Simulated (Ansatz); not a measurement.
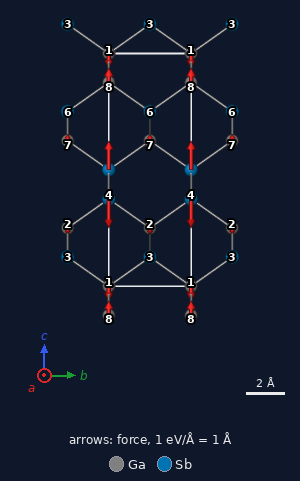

Starting geometry of an interface cell of composition GaSb with the computed forces as red arrows. A ball-and-stick model of the cell of the calculation, seen along the a axis.

Case: antiphase boundary on (0 0 1), species swapped.

Method: DFT PBE, scalar-relativistic, plane waves, PAW in Ansatz 0.2.0. Settings: plane-wave cutoff 420 eV; k-point mesh 8 × 8 × 3; occupations gaussian; smearing width 0.1 eV; no spin polarisation; cell relaxed at fixed a, b, alpha, beta, gamma; force threshold 0.02 eV/Å; at most 45 steps.

Is this structure relaxed? If not, where do the atoms go?

Answer. It isn't relaxed: the largest force vector, on Sb atoms, is 1.57 eV/Å. The final displacements follow the starting forces only in part (cosine between the two patterns 0.72). The largest moves relative to the cell, 0.16 Å, are those of Ga atoms. By element the largest moves are Ga 0.16 Å, Sb 0.14 Å. The drawn cell changes as follows: a = b unchanged at 4.394 Å, c 12.428 → 12.624 Å (+1.6 %); the volume changes by +1.6 %. Near-neighbour distances that change, for instance: Sb–Sb 2.691 → 2.879 Å, Ga–Ga 2.691 → 2.539 Å, Ga–Sb 2.691 → 2.727 Å, Ga–Sb 2.691 → 2.679 Å. Bond angles that change, for instance: Ga–Ga–Ga 109.5° → 119.9°, Sb–Sb–Sb 109.5° → 99.5°, Sb–Sb–Ga 109.5° → 112.3°. Over 4 accepted moves (5 points after the start) the energy falls by 0.392 eV per cell of the calculation. Largest force component: 1.6 eV/Å at the start, 0.0019 eV/Å at the end. The pressure goes from 2.14 to 0.46 GPa. The SCF was repeated once at an unchanged geometry on a basis and grid sized afresh for the cell, which shifted the energy by 0.7 meV per cell of the calculation at most. Cost: 76 s on 2 threads of Intel(R) Xeon(R) 6975P-C (Granite Rapids), on a shared host, peak memory 0.96 GiB.
